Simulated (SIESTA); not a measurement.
**La$_{2}$O$_{3}$: 7 runs along one coordinate**

System: La$_{2}$O$_{3}$ (P-62m, 5 atoms in the cell).
Method: Kohn-Sham DFT of a periodic cell, LDA, PseudoDojo 0.4 standard, converted to PSML, no spin polarisation (SIESTA 5.4.2).

The 7 runs differ only in the geometry, by an even scaling of the cell at fixed fractional positions. The structure derives from a Materials Project entry.

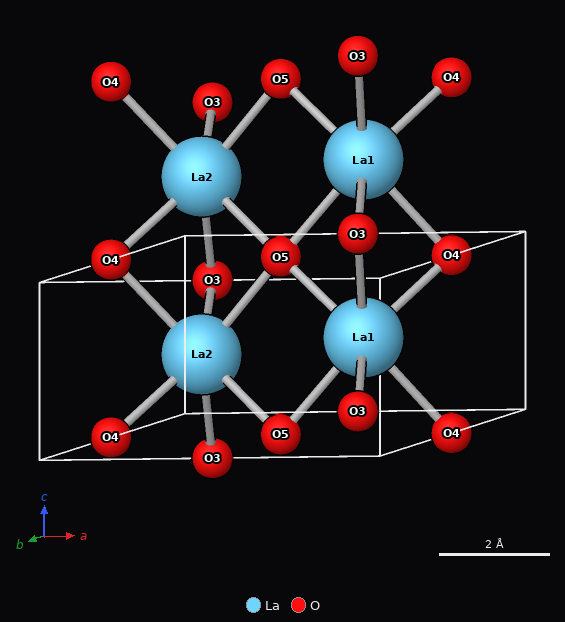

Figure 1. The structure of run 4 (ball-and-stick view of the cell of the calculation, repeated 1 × 1 × 2, seen at an oblique angle; atoms are numbered from 1 in the order of the input). An atom can appear more than once, as a periodic image.

## Input of run 4
```
SystemName                      La2O3
SystemLabel                     La2O3
NumberOfSpecies                 2
NumberOfAtoms                   5
%block ChemicalSpeciesLabel
  1  57 La
  2   8 O
%endblock ChemicalSpeciesLabel

LatticeConstant                 1.0 Ang
%block LatticeVectors
     6.2667802772     0.0000000000     0.0000000000
    -3.1333901386     5.4271909200     0.0000000000
     0.0000000000     0.0000000000     3.2997660000
%endblock LatticeVectors
AtomicCoordinatesFormat         Fractional
%block AtomicCoordinatesAndAtomicSpecies
     0.6666666667     0.3333333333     0.5000000000  1  La
     0.3333333333     0.6666666667     0.5000000000  1  La
     0.5080139900     0.0000000000     0.0000000000  2  O
     0.0000000000     0.5080139900     0.0000000000  2  O
     0.4919860100     0.4919860100     0.0000000000  2  O
%endblock AtomicCoordinatesAndAtomicSpecies

%block kgrid.MonkhorstPack
    4   0   0  0.0
    0   4   0  0.0
    0   0   6  0.0
%endblock kgrid.MonkhorstPack
XC.Functional                   LDA
XC.Authors                      PW92
PAO.BasisSize                   DZP
PAO.EnergyShift                 0.003 Ry
Mesh.Cutoff                     800 Ry
OccupationFunction              FD
ElectronicTemperature           0.05 eV
MaxSCFIterations                120
SCF.MustConverge                false
SCF.Mixer.Method                Pulay
SCF.Mixer.Weight                0.25
SCF.Mixer.History               8
SCF.DM.Tolerance                5.0e-05
SCF.H.Tolerance                 1.0e-03 eV
WriteForces                     true
Charge.Mulliken                 end
%block PAO.Basis
  La 5
  n=5 0 2
    4.197 0.000
  n=6 0 2
    9.500 0.000
  n=5 1 2
    4.957 0.000
  n=6 1 1
    9.500
  n=5 2 2
    8.463 0.000
%endblock PAO.Basis
```

Command:
```bash
siesta La2O3.fdf > La2O3.out 2>&1
```

Lattice vectors (Å) and fractional positions of run 4:
```
   6.266780    0.000000    0.000000
  -3.133390    5.427191    0.000000
   0.000000    0.000000    3.299766
La  0.666667  0.333333  0.500000
La  0.333333  0.666667  0.500000
O   0.508014  0.000000  0.000000
O  -0.000000  0.508014  0.000000
O   0.491986  0.491986  0.000000
```

Run 6 differs from it as follows:
```diff
-     6.2667802772     0.0000000000     0.0000000000
-    -3.1333901386     5.4271909200     0.0000000000
-     0.0000000000     0.0000000000     3.2997660000
+     6.3492473695     0.0000000000     0.0000000000
+    -3.1746236848     5.4986095169     0.0000000000
+     0.0000000000     0.0000000000     3.3431889533
```

## Results, with one run withheld

```tsv
run	volume per atom (Å³)	free energy per atom, from the lowest run given (meV)	pressure (GPa)	gap on the mesh (eV)
1	21.099	56.73	10.49	0.74
2	21.548	31.49	7.56	0.87
3	21.997	14.09	4.92	0.99
4	22.446	3.78	2.49	1.10
5	22.895	0.00	0.27	1.21
6	23.344	?	?	?
7	23.792	9.05	−3.37	1.25
```

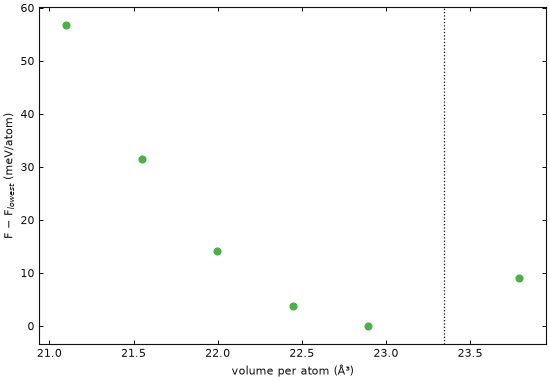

Figure 2. Free energy per atom of the runs given; the dotted line marks run 6.

What should run 6 give?

A cubic polynomial in V^(−2/3) (the Birch–Murnaghan form), fitted to the 6 runs given, misses them by at most 0.04 meV per atom. With x = V^(−2/3) − 0.12634 Å⁻², it reads F = 7.0785 + 5616.5 x + 1.1018e+06 x² + 9.8891e+05 x³ (meV per atom). At run 6 it gives 1.91 meV per atom, and the run itself gives 2.00. The slope of the fit gives a pressure −dF/dV of −1.66 GPa there, and the run prints −1.64 GPa. The fit has its minimum at 22.962 Å³ per atom, where V d²F/dV² gives 104 GPa. Cell shape and fractional positions are held, so this is the stiffness under even scaling; the relaxed bulk modulus wasn't computed. The gap on the mesh goes, without turning, from 0.74 eV in run 1 to 1.25 eV in run 7; run 6 has 1.25 eV. These are gaps of this functional on this mesh, which can miss the band edges; they aren't the measured gap.

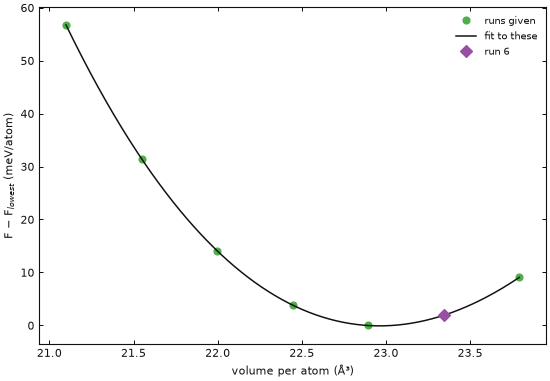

Figure 3. The fit and the withheld run.

## Some lines of the output (run 6)
```
[...]
outcell: Cell volume (Ang**3)        :    116.7175
stepf: Fermi-Dirac step function
siesta: Etot    =     -3248.415960
siesta: FreeEng =     -3248.415960
        iscf     Eharris(eV)        E_KS(eV)     FreeEng(eV)     dDmax    Ef(eV) dHmax(eV)
siesta: E_KS(eV) =            -3261.1797
siesta: E_KS - E_eggbox =     -3261.1797
siesta: Etot    =     -3261.179659
siesta: FreeEng =     -3261.179659
siesta:         Fermi =      -7.085002
siesta: Cell volume =        116.717520 Ang**3
    Orbital volume contribution        =           5.663581 eV
```

Notes on the run: xc_check: WARNING: Pseudopotential generated with GGA PBE functional. Points of doubt noted for this run: mulliken charges of long orbitals. With a small basis of atomic orbitals these values can differ much from converged plane-wave results.
